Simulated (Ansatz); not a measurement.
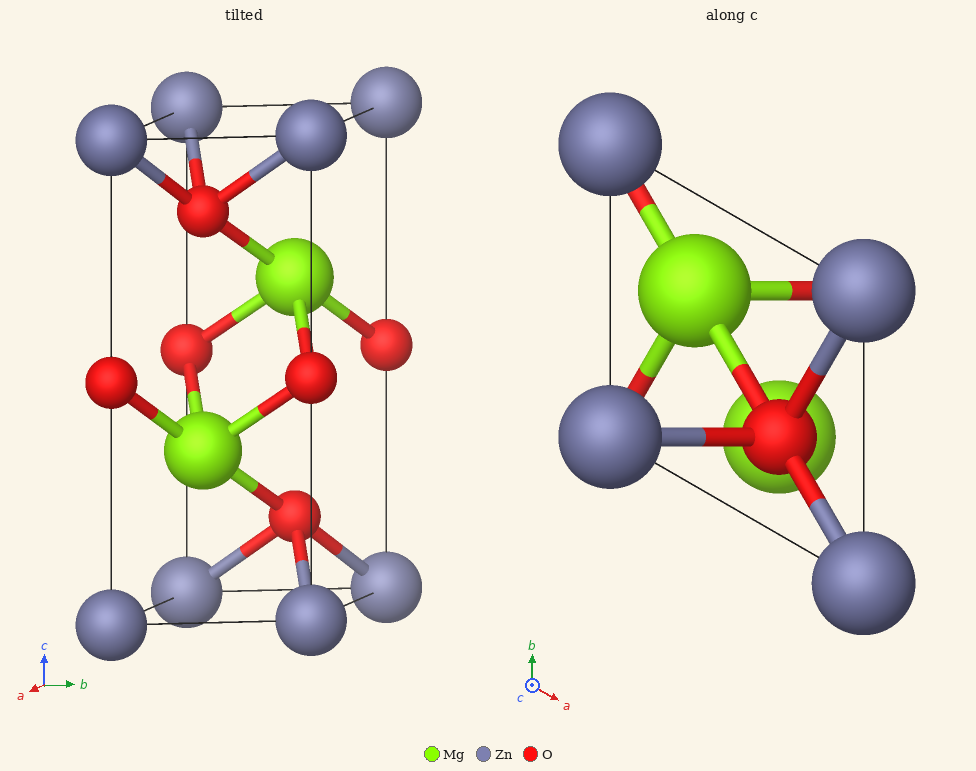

Structure drawing (ball-and-stick), viewed slightly off an axis and along the c axis. The conventional unit cell is drawn as a box. Cell: a = 3.03 Å, b = 3.03 Å, c = 7.40 Å, α = 90.00°, β = 90.00°, γ = 120.00°.

Source of the structure: a structure listed in the Materials Project. Earlier steps of the study may have refined or changed the cell and positions. It was run through Ansatz as a DFT input.

**Caption:**

Formula: Mg2ZnO3. The symmetry is that of P-3m1 (No. 164), on a primitive hexagonal lattice. The cell comprises 1 formula unit: 2 Mg, 1 Zn, 3 O. Mg is coordinated by six O in an octahedral arrangement at about 2.1 Å. Zn bonds to six O in an octahedral arrangement at about 2.2 Å. O takes two kinds of site: 2d with three Mg and three Zn in an octahedral arrangement (about 2.1 Å to Mg, 2.2 Å to Zn); 1b with six Mg in an octahedral arrangement at about 2.1 Å. The bonds build a three-dimensional framework.

All computed values are from DFT r2SCAN, scalar-relativistic, plane waves, PAW in Ansatz. Settings: a cutoff energy of 500 eV, k-point mesh 12×12×4, Gaussian smearing of 0.02 eV, no spin polarisation.

**How large a gap does the method give, if there is one?**

An insulator at this level, with a gap of 3.62 eV, indirect.

**List the Bader charges.**

Mg +1.75 e; Zn +1.31 e; O -1.74 to -1.53 e.

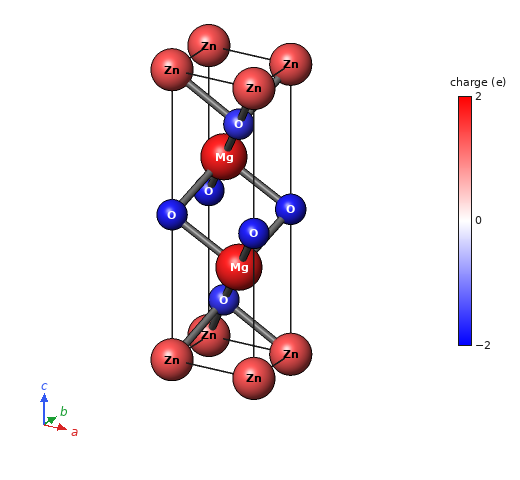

The atoms coloured by those charges. The run's cell of 6 atoms is drawn.

**Does this geometry sit at a stationary point of the energy?**

No. The largest force is 0.12 eV/Å, on O. The pressure is -6.2 GPa, so the cell would contract.

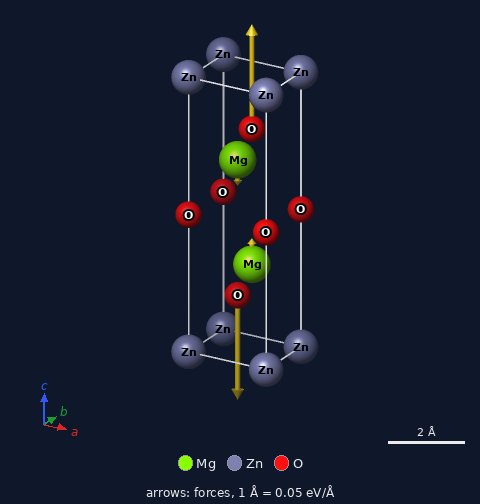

The forces as arrows. The run's cell of 6 atoms is drawn.
